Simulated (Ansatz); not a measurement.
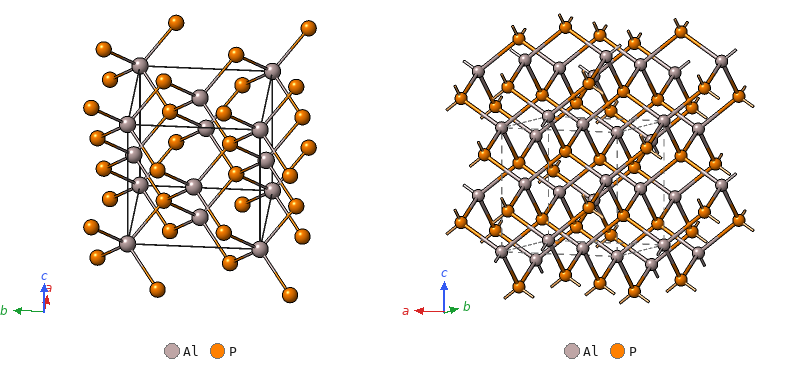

Left: the structure. Right: its underlying net. Nodes are coloured by element. Edges to nodes outside the piece are drawn as stubs.

System AlP (space group F-43m, No. 216); source of the atomic positions: the end point of a relaxation with Ansatz 0.2.0, DFT LDA, scalar-relativistic, plane waves, PAW; the starting structure was generated, so it need not be a known form of this composition.

Bonds are taken as Al–P below 2.6 Å; no other contact counts. The graph is simplified in the usual way: terminal and isolated atoms are pruned, two-connected atoms become edges.

The result is a uninodal 4-connected, three-periodic net: Al and P are 4-connected nodes. It is the dia net, known from diamond, zinc blende and cristobalite. It is a single net, without interpenetration.

```
    node  links  point symbol  coordination sequence
Al and P      4           6^6          4 12 24 42 64
```
